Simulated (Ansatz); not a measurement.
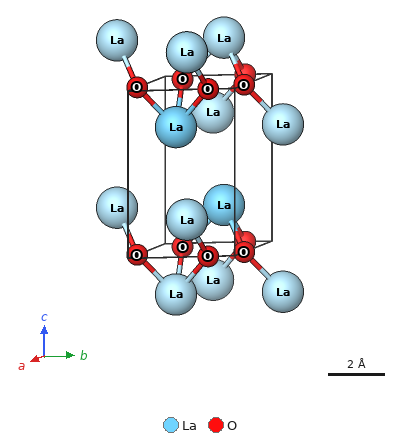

Fig. 1: The starting structure (ball-and-stick view of the cell of the calculation, seen slightly off an axis; neighbours outside the cell are drawn fainter).

# Molecular dynamics, with input and output: La2O3 (part 1 of 2)

System: La2O3 (P321, 5 atoms in the cell).
Method: DFT with PBE, PAW plane waves, no spin polarisation (Ansatz 0.2.0).

The structure derives from an entry of the Crystallography Open Database.

**What the program printed**
```
Warning: md: disabling space-group detection — thermal motion breaks the input geometry's symmetry, so no spatial operation reduces the k-mesh or symmetrises the density; time reversal is kept, so that k and −k are solved as one point where they differ and the mesh holds both, and exact exchange and, on two spinor components, a DFT+U term hold to it where the run has them: on two components no moment then forms, and a state that bears one, which a typed moment (crystal.atoms[].spin; refused beside efield: under a hybrid functional) reaches, can lie lower, under hf by electronvolts; crystal.symmetry.detect: false (a key that needs symmetry detection or time reversal refuses this as the deck is read) with time_reversal: false beside it drops time reversal too
Engine: ansatz 0.2.0, aarch64-unknown-linux-gnu
Pseudopotentials: kind: paw
Pseudopotential: La, paw, valence charge 11, recommended cutoff 420 eV (normal), La.paw.azcp
Pseudopotential: O, paw, valence charge 6, recommended cutoff 420 eV (normal), O.paw.azcp
Functional definition: PBE
  parameter kappa = 0.804
  parameter beta = 0.06672455060314922
  exchange = pbe_x(kappa = kappa, mu = beta*pi^2/3)
  correlation = pbe_c(beta = beta)
Crystal: 5 atoms, lattice volume = 79.456 Å³
Basis set: ecut = 420 eV, 1533 PW (Γ), exchange–correlation on 54×54×90 points (8 copies of the dense FFT grid, shifted against one another)
Bands: 25, of which v1, the nominal top of the filled ones, is band 20 counted from 1 (19 counted from 0)
Symmetry: 1 space group operations
k-points: 26 of 48 (time reversal used)
Non-local potential: La, projectors of the file, l = 0: 3, l = 1: 2, l = 2: 2, l = 3: 3
Non-local potential: O, projectors of the file, l = 0: 2, l = 1: 2, l = 2: 1
PAW form: soft (Blöchl's): semilocal exchange-correlation on the pseudo side does not see the compensation charge
PAW one-centre angular grid: La, 590 points (default); XC on 64 Gauss nodes
PAW one-centre angular grid: O, 110 points (default); XC on 64 Gauss nodes
Initial density: superposition of atomic densities (neutral atoms: chi_scale 0, normalization atom), corrected by the library's trained network
Initial wavefunctions: pseudopotential atomic-orbital guess
Functional: x = pbe(κ = 0.804, μ = 0.2195149727645171), c = pbe(β = 0.06672455060314922)
SCF iter   1: F=—  HF=-14196.643843 eV  |F-HF|=—  |Δ(HF+E_count)|=         —  Δρ=3.56e-2  dr2=2.40e0  ethr=1.77e-3  ⟨swp⟩=6.0  Hψ=3183  notcnv=0
preconditioner: auto → Resta (q_TF=auto, 2.433 Å⁻¹)  ε∞=5.1  [insulator: Δε(μ)=0.104 eV  Ē_g=12.370 eV  σ=0.100 eV  W_gap=0.52  n_scr=22 (ndim 8)  ℏωp=25.0 eV  f_vac=0.000  D(μ)=4.75/eV (n_scr^D=42)  ε∞_Penn≈5.1]
SCF iter   2: F=—  HF=-14196.468428 eV  |F-HF|=—  |Δ(HF+E_count)|=   1.75e-1  Δρ=7.18e-3  dr2=2.00e-2  ethr=1.77e-3  ⟨swp⟩=2.3  Hψ=1109  notcnv=0  defer=1
preconditioner: auto → Kerker (q_TF=auto, 2.433 Å⁻¹)  [metal: Δε(μ)=0.040 eV  Ē_g=12.176 eV  σ=0.100 eV  W_gap=0.22  n_scr=22 (ndim 8)  ℏωp=25.0 eV  f_vac=0.000  D(μ)=7.84/eV (n_scr^D=98)]
SCF iter   3: F=—  HF=-14196.467033 eV  |F-HF|=—  |Δ(HF+E_count)|=   1.39e-3  Δρ=3.05e-3  dr2=9.96e-3  ethr=5.00e-5  ⟨swp⟩=2.0  Hψ=1250  notcnv=0  defer=2
SCF iter   4: F=—  HF=-14196.466784 eV  |F-HF|=—  |Δ(HF+E_count)|=   2.49e-4  Δρ=1.36e-3  dr2=8.63e-4  ethr=2.49e-5  ⟨swp⟩=1.4  Hψ=659  notcnv=0  defer=2
SCF iter   5: F=—  HF=-14196.466886 eV  |F-HF|=—  |Δ(HF+E_count)|=   1.01e-4  Δρ=3.77e-4  dr2=1.06e-4  ethr=2.16e-6  ⟨swp⟩=2.8  Hψ=1178  notcnv=0  defer=2
SCF iter   6: F=—  HF=-14196.466912 eV  |F-HF|=—  |Δ(HF+E_count)|=   2.65e-5  Δρ=7.38e-5  dr2=5.33e-6  ethr=2.64e-7  ⟨swp⟩=3.0  Hψ=1175  notcnv=0  defer=2
SCF iter   7: F=—  HF=-14196.466537 eV  |F-HF|=—  |Δ(HF+E_count)|=   3.75e-4  Δρ=3.03e-5  dr2=1.04e-6  ethr=1.33e-8  ⟨swp⟩=2.0  Hψ=1124  notcnv=0  defer=2
SCF iter   8: F=—  HF=-14196.466537 eV  |F-HF|=—  |Δ(HF+E_count)|=   3.92e-7  Δρ=6.42e-6  dr2=4.97e-8  ethr=2.61e-9  ⟨swp⟩=1.2  Hψ=694  notcnv=0  defer=2
SCF iter   9: F=-14196.466537 eV  HF=-14196.466537 eV  |F-HF|=7.08e-10  |Δ(HF+E_count)|=   5.59e-9  Δρ=1.63e-6  dr2=2.02e-9  ethr=1.25e-11  ⟨swp⟩=5.0  Hψ=2742  notcnv=0
SCF 1 converged in 9 iterations: F = -14196.466537 eV  dr2 = 2.02e-9
  greatest PAW one-centre occupation: 0.973 electrons in one spin orbital (limit 2), on the La atom at site 1 (counted from 0), in its partial waves of l = 0
md step     0: t =     0.00 fs  T =   720.0 K  F+E_penalty+E_count = -14196.46653713 eV  E_kin = 0.465336 eV  (9 SCF iters)
Initial density: handed on by an earlier stage of this run
Initial wavefunctions: those handed on with the density
iter 1 solved again at ethr=3.43e-4 eV; its pass at ethr=3.10e-3 eV (dr2=1.37e-1 eV) is discarded
SCF iter   1: F=—  HF=-14196.728874 eV  |F-HF|=—  |Δ(HF+E_count)|=         —  Δρ=1.37e-2  dr2=1.39e-1  ethr=3.43e-4  ⟨swp⟩=1.0  Hψ=4698  notcnv=0
preconditioner: auto → Kerker (q_TF=auto, 2.433 Å⁻¹)  [metal: Δε(μ)=0.034 eV  Ē_g=12.181 eV  σ=0.100 eV  W_gap=0.19  n_scr=22 (ndim 8)  ℏωp=25.0 eV  f_vac=0.000  D(μ)=6.42/eV (n_scr^D=72)]
SCF iter   2: F=—  HF=-14196.710763 eV  |F-HF|=—  |Δ(HF+E_count)|=   1.81e-2  Δρ=4.48e-3  dr2=1.36e-2  ethr=3.43e-4  ⟨swp⟩=1.8  Hψ=707  notcnv=0
SCF iter   3: F=—  HF=-14196.708349 eV  |F-HF|=—  |Δ(HF+E_count)|=   2.41e-3  Δρ=1.30e-3  dr2=1.38e-3  ethr=3.40e-5  ⟨swp⟩=2.0  Hψ=862  notcnv=0
SCF iter   4: F=—  HF=-14196.708163 eV  |F-HF|=—  |Δ(HF+E_count)|=   1.86e-4  Δρ=3.86e-4  dr2=1.15e-4  ethr=3.45e-6  ⟨swp⟩=2.3  Hψ=1086  notcnv=0
SCF iter   5: F=—  HF=-14196.708160 eV  |F-HF|=—  |Δ(HF+E_count)|=   3.33e-6  Δρ=1.20e-4  dr2=1.66e-5  ethr=2.88e-7  ⟨swp⟩=2.7  Hψ=1009  notcnv=0
SCF iter   6: F=—  HF=-14196.707845 eV  |F-HF|=—  |Δ(HF+E_count)|=   3.14e-4  Δρ=3.85e-5  dr2=1.22e-6  ethr=4.14e-8  ⟨swp⟩=2.7  Hψ=1131  notcnv=0
SCF iter   7: F=—  HF=-14196.707845 eV  |F-HF|=—  |Δ(HF+E_count)|=   1.17e-7  Δρ=1.02e-5  dr2=1.01e-7  ethr=3.05e-9  ⟨swp⟩=2.6  Hψ=1145  notcnv=0
SCF iter   8: F=—  HF=-14196.707845 eV  |F-HF|=—  |Δ(HF+E_count)|=   1.27e-8  Δρ=3.78e-6  dr2=1.19e-8  ethr=2.52e-10  ⟨swp⟩=2.7  Hψ=1144  notcnv=0
SCF iter   9: F=-14196.707845 eV  HF=-14196.707845 eV  |F-HF|=5.11e-10  |Δ(HF+E_count)|=  6.42e-10  Δρ=1.47e-6  dr2=1.41e-9  ethr=1.25e-11  ⟨swp⟩=4.5  Hψ=2377  notcnv=0
SCF 2 converged in 9 iterations: F = -14196.707845 eV  dr2 = 1.41e-9
  greatest PAW one-centre occupation: 0.973 electrons in one spin orbital (limit 2), on the La atom at site 0 (counted from 0), in its partial waves of l = 0
md step     1: t =     3.00 fs  T =  1024.4 K  F+E_penalty+E_count = -14196.70784546 eV  E_kin = 0.662078 eV  (9 SCF iters)
[... from here on the SCF iterations and repeated set-up lines of each step are left out, up to the last step ...]
SCF 3 converged in 10 iterations: F = -14197.715326 eV  dr2 = 2.86e-10
md step     2: t =     6.00 fs  T =  2493.8 K  F+E_penalty+E_count = -14197.71532561 eV  E_kin = 1.611752 eV  (10 SCF iters)
SCF 4 converged in 10 iterations: F = -14198.664189 eV  dr2 = 4.10e-9
md step     3: t =     9.00 fs  T =  3785.1 K  F+E_penalty+E_count = -14198.66418915 eV  E_kin = 2.446311 eV  (10 SCF iters)
SCF 5 converged in 10 iterations: F = -14198.955811 eV  dr2 = 4.97e-10
md step     4: t =    12.00 fs  T =  4167.6 K  F+E_penalty+E_count = -14198.95581055 eV  E_kin = 2.693512 eV  (10 SCF iters)
SCF 6 converged in 9 iterations: F = -14198.720719 eV  dr2 = 7.59e-10
md step     5: t =    15.00 fs  T =  3632.8 K  F+E_penalty+E_count = -14198.72071942 eV  E_kin = 2.347879 eV  (9 SCF iters)
SCF 7 converged in 9 iterations: F = -14198.400505 eV  dr2 = 2.43e-9
md step     6: t =    18.00 fs  T =  3076.0 K  F+E_penalty+E_count = -14198.40050464 eV  E_kin = 1.988047 eV  (9 SCF iters)
SCF 8 converged in 9 iterations: F = -14198.429827 eV  dr2 = 9.25e-10
md step     7: t =    21.00 fs  T =  2884.8 K  F+E_penalty+E_count = -14198.42982657 eV  E_kin = 1.864422 eV  (9 SCF iters)
SCF 9 converged in 9 iterations: F = -14198.886243 eV  dr2 = 2.00e-9
md step     8: t =    24.00 fs  T =  3549.7 K  F+E_penalty+E_count = -14198.88624290 eV  E_kin = 2.294140 eV  (9 SCF iters)
SCF 10 converged in 9 iterations: F = -14199.541786 eV  dr2 = 9.45e-10
md step     9: t =    27.00 fs  T =  4254.2 K  F+E_penalty+E_count = -14199.54178643 eV  E_kin = 2.749479 eV  (9 SCF iters)
SCF 11 converged in 9 iterations: F = -14200.189329 eV  dr2 = 3.76e-9
md step    10: t =    30.00 fs  T =  4659.9 K  F+E_penalty+E_count = -14200.18932910 eV  E_kin = 3.011681 eV  (9 SCF iters)
SCF 12 converged in 8 iterations: F = -14200.907589 eV  dr2 = 3.98e-9
md step    11: t =    33.00 fs  T =  5672.7 K  F+E_penalty+E_count = -14200.90758879 eV  E_kin = 3.666252 eV  (8 SCF iters)
SCF 13 converged in 9 iterations: F = -14201.757196 eV  dr2 = 3.28e-10
md step    12: t =    36.00 fs  T =  6655.7 K  F+E_penalty+E_count = -14201.75719630 eV  E_kin = 4.301590 eV  (9 SCF iters)
SCF 14 converged in 8 iterations: F = -14202.609340 eV  dr2 = 3.73e-9
md step    13: t =    39.00 fs  T =  7405.6 K  F+E_penalty+E_count = -14202.60934040 eV  E_kin = 4.786214 eV  (8 SCF iters)
SCF 15 converged in 9 iterations: F = -14203.298515 eV  dr2 = 1.03e-9
md step    14: t =    42.00 fs  T =  7994.3 K  F+E_penalty+E_count = -14203.29851461 eV  E_kin = 5.166721 eV  (9 SCF iters)
SCF 16 converged in 9 iterations: F = -14203.704626 eV  dr2 = 9.11e-10
md step    15: t =    45.00 fs  T =  7818.5 K  F+E_penalty+E_count = -14203.70462619 eV  E_kin = 5.053092 eV  (9 SCF iters)
SCF 17 converged in 10 iterations: F = -14203.741904 eV  dr2 = 4.28e-9
md step    16: t =    48.00 fs  T =  7853.7 K  F+E_penalty+E_count = -14203.74190412 eV  E_kin = 5.075853 eV  (10 SCF iters)
SCF 18 converged in 10 iterations: F = -14203.546677 eV  dr2 = 1.28e-9
md step    17: t =    51.00 fs  T =  6839.9 K  F+E_penalty+E_count = -14203.54667733 eV  E_kin = 4.420638 eV  (10 SCF iters)
SCF 19 converged in 10 iterations: F = -14203.528375 eV  dr2 = 2.06e-9
md step    18: t =    54.00 fs  T =  7108.4 K  F+E_penalty+E_count = -14203.52837544 eV  E_kin = 4.594155 eV  (10 SCF iters)
SCF 20 converged in 10 iterations: F = -14203.979221 eV  dr2 = 1.62e-9
md step    19: t =    57.00 fs  T =  7411.0 K  F+E_penalty+E_count = -14203.97922143 eV  E_kin = 4.789716 eV  (10 SCF iters)
SCF 21 converged in 10 iterations: F = -14204.652299 eV  dr2 = 4.49e-9
md step    20: t =    60.00 fs  T =  8026.4 K  F+E_penalty+E_count = -14204.65229890 eV  E_kin = 5.187453 eV  (10 SCF iters)
SCF 22 converged in 10 iterations: F = -14205.191106 eV  dr2 = 2.78e-9
md step    21: t =    63.00 fs  T =  8613.8 K  F+E_penalty+E_count = -14205.19110621 eV  E_kin = 5.567116 eV  (10 SCF iters)
SCF 23 converged in 10 iterations: F = -14205.527070 eV  dr2 = 1.12e-9
md step    22: t =    66.00 fs  T =  8645.5 K  F+E_penalty+E_count = -14205.52706994 eV  E_kin = 5.587567 eV  (10 SCF iters)
SCF 24 converged in 11 iterations: F = -14205.696382 eV  dr2 = 2.45e-9
md step    23: t =    69.00 fs  T =  8402.5 K  F+E_penalty+E_count = -14205.69638187 eV  E_kin = 5.430544 eV  (11 SCF iters)
SCF 25 converged in 10 iterations: F = -14205.743251 eV  dr2 = 2.25e-9
md step    24: t =    72.00 fs  T =  8220.1 K  F+E_penalty+E_count = -14205.74325142 eV  E_kin = 5.312655 eV  (10 SCF iters)
SCF 26 converged in 12 iterations: F = -14205.732616 eV  dr2 = 5.09e-10
md step    25: t =    75.00 fs  T =  7817.8 K  F+E_penalty+E_count = -14205.73261610 eV  E_kin = 5.052631 eV  (12 SCF iters)
SCF 27 converged in 9 iterations: F = -14205.755150 eV  dr2 = 1.79e-9
md step    26: t =    78.00 fs  T =  7201.4 K  F+E_penalty+E_count = -14205.75515023 eV  E_kin = 4.654258 eV  (9 SCF iters)
SCF 28 converged in 11 iterations: F = -14205.922266 eV  dr2 = 3.90e-10
md step    27: t =    81.00 fs  T =  6604.7 K  F+E_penalty+E_count = -14205.92226623 eV  E_kin = 4.268647 eV  (11 SCF iters)
SCF 29 converged in 10 iterations: F = -14206.226071 eV  dr2 = 1.03e-9
md step    28: t =    84.00 fs  T =  6471.3 K  F+E_penalty+E_count = -14206.22607142 eV  E_kin = 4.182407 eV  (10 SCF iters)
SCF 30 converged in 10 iterations: F = -14206.683107 eV  dr2 = 1.67e-9
md step    29: t =    87.00 fs  T =  6890.5 K  F+E_penalty+E_count = -14206.68310684 eV  E_kin = 4.453299 eV  (10 SCF iters)
SCF 31 converged in 10 iterations: F = -14207.430187 eV  dr2 = 1.49e-9
md step    30: t =    90.00 fs  T =  7493.8 K  F+E_penalty+E_count = -14207.43018718 eV  E_kin = 4.843223 eV  (10 SCF iters)
SCF 32 converged in 10 iterations: F = -14208.184072 eV  dr2 = 4.85e-9
md step    31: t =    93.00 fs  T =  8788.8 K  F+E_penalty+E_count = -14208.18407245 eV  E_kin = 5.680172 eV  (10 SCF iters)
SCF 33 converged in 9 iterations: F = -14208.457860 eV  dr2 = 4.64e-9
md step    32: t =    96.00 fs  T =  8610.5 K  F+E_penalty+E_count = -14208.45786020 eV  E_kin = 5.564986 eV  (9 SCF iters)
SCF 34 converged in 9 iterations: F = -14208.179566 eV  dr2 = 5.04e-10
md step    33: t =    99.00 fs  T =  8006.2 K  F+E_penalty+E_count = -14208.17956628 eV  E_kin = 5.174381 eV  (9 SCF iters)
SCF 35 converged in 10 iterations: F = -14207.585009 eV  dr2 = 9.31e-10
md step    34: t =   102.00 fs  T =  6841.6 K  F+E_penalty+E_count = -14207.58500928 eV  E_kin = 4.421703 eV  (10 SCF iters)
SCF 36 converged in 9 iterations: F = -14207.044641 eV  dr2 = 1.03e-9
md step    35: t =   105.00 fs  T =  5390.9 K  F+E_penalty+E_count = -14207.04464125 eV  E_kin = 3.484117 eV  (9 SCF iters)
SCF 37 converged in 9 iterations: F = -14206.880744 eV  dr2 = 1.53e-9
md step    36: t =   108.00 fs  T =  5053.7 K  F+E_penalty+E_count = -14206.88074417 eV  E_kin = 3.266199 eV  (9 SCF iters)
SCF 38 converged in 11 iterations: F = -14207.134058 eV  dr2 = 7.81e-10
md step    37: t =   111.00 fs  T =  5360.4 K  F+E_penalty+E_count = -14207.13405793 eV  E_kin = 3.464413 eV  (11 SCF iters)
SCF 39 converged in 10 iterations: F = -14207.594272 eV  dr2 = 2.21e-10
md step    38: t =   114.00 fs  T =  5692.6 K  F+E_penalty+E_count = -14207.59427212 eV  E_kin = 3.679099 eV  (10 SCF iters)
SCF 40 converged in 9 iterations: F = -14207.992540 eV  dr2 = 1.05e-9
md step    39: t =   117.00 fs  T =  5736.8 K  F+E_penalty+E_count = -14207.99253956 eV  E_kin = 3.707689 eV  (9 SCF iters)
SCF 41 converged in 10 iterations: F = -14208.208269 eV  dr2 = 6.97e-10
md step    40: t =   120.00 fs  T =  6055.7 K  F+E_penalty+E_count = -14208.20826861 eV  E_kin = 3.913803 eV  (10 SCF iters)
SCF 42 converged in 9 iterations: F = -14208.269009 eV  dr2 = 3.36e-10
md step    41: t =   123.00 fs  T =  5394.4 K  F+E_penalty+E_count = -14208.26900907 eV  E_kin = 3.486383 eV  (9 SCF iters)
SCF 43 converged in 8 iterations: F = -14208.230187 eV  dr2 = 1.66e-9
md step    42: t =   126.00 fs  T =  5071.0 K  F+E_penalty+E_count = -14208.23018658 eV  E_kin = 3.277376 eV  (8 SCF iters)
SCF 44 converged in 8 iterations: F = -14208.156776 eV  dr2 = 3.28e-9
md step    43: t =   129.00 fs  T =  5158.5 K  F+E_penalty+E_count = -14208.15677590 eV  E_kin = 3.333963 eV  (8 SCF iters)
SCF 45 converged in 9 iterations: F = -14208.127677 eV  dr2 = 1.06e-9
md step    44: t =   132.00 fs  T =  4631.9 K  F+E_penalty+E_count = -14208.12767749 eV  E_kin = 2.993594 eV  (9 SCF iters)
SCF 46 converged in 8 iterations: F = -14208.206308 eV  dr2 = 1.19e-9
md step    45: t =   135.00 fs  T =  4447.1 K  F+E_penalty+E_count = -14208.20630816 eV  E_kin = 2.874144 eV  (8 SCF iters)
SCF 47 converged in 8 iterations: F = -14208.385005 eV  dr2 = 2.26e-9
md step    46: t =   138.00 fs  T =  4163.7 K  F+E_penalty+E_count = -14208.38500529 eV  E_kin = 2.691021 eV  (8 SCF iters)
SCF 48 converged in 8 iterations: F = -14208.625505 eV  dr2 = 4.08e-9
md step    47: t =   141.00 fs  T =  4237.9 K  F+E_penalty+E_count = -14208.62550487 eV  E_kin = 2.738937 eV  (8 SCF iters)
SCF 49 converged in 8 iterations: F = -14208.855647 eV  dr2 = 2.41e-9
md step    48: t =   144.00 fs  T =  4375.6 K  F+E_penalty+E_count = -14208.85564680 eV  E_kin = 2.827968 eV  (8 SCF iters)
SCF 50 converged in 8 iterations: F = -14208.979527 eV  dr2 = 1.59e-9
md step    49: t =   147.00 fs  T =  4313.5 K  F+E_penalty+E_count = -14208.97952672 eV  E_kin = 2.787797 eV  (8 SCF iters)
SCF 51 converged in 10 iterations: F = -14208.939714 eV  dr2 = 4.66e-10
md step    50: t =   150.00 fs  T =  4207.3 K  F+E_penalty+E_count = -14208.93971390 eV  E_kin = 2.719178 eV  (10 SCF iters)
SCF 52 converged in 8 iterations: F = -14208.746267 eV  dr2 = 1.43e-9
md step    51: t =   153.00 fs  T =  3681.5 K  F+E_penalty+E_count = -14208.74626697 eV  E_kin = 2.379369 eV  (8 SCF iters)
SCF 53 converged in 9 iterations: F = -14208.473135 eV  dr2 = 5.49e-10
md step    52: t =   156.00 fs  T =  3161.4 K  F+E_penalty+E_count = -14208.47313453 eV  E_kin = 2.043232 eV  (9 SCF iters)
SCF 54 converged in 8 iterations: F = -14208.231982 eV  dr2 = 1.64e-9
md step    53: t =   159.00 fs  T =  2459.7 K  F+E_penalty+E_count = -14208.23198196 eV  E_kin = 1.589721 eV  (8 SCF iters)
SCF 55 converged in 8 iterations: F = -14208.088217 eV  dr2 = 9.67e-10
```
